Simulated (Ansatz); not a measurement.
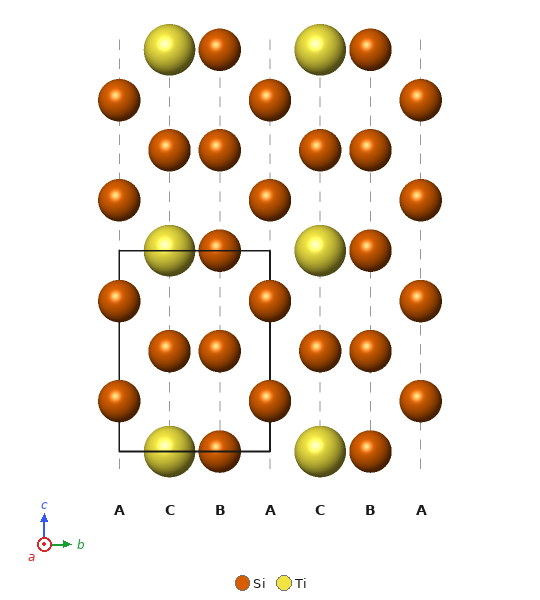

Projection along an edge of the hexagonal mesh, stacking direction c upwards. The dashed lines mark the three columns A (0, 0), B (1/3, 2/3) and C (2/3, 1/3). The sequence starts with the first layer at or above the cell's origin.

System TiSi₅; source of the atomic positions: the end point of a relaxation with Ansatz 0.2.0, DFT PBE, scalar-relativistic, plane waves, PAW.

Q: List the layers of one repeat.

A: Si(B)+Ti(C) – Si(A) – Si(B)+Si(C) – Si(A) (four layers in 5.17 Å).
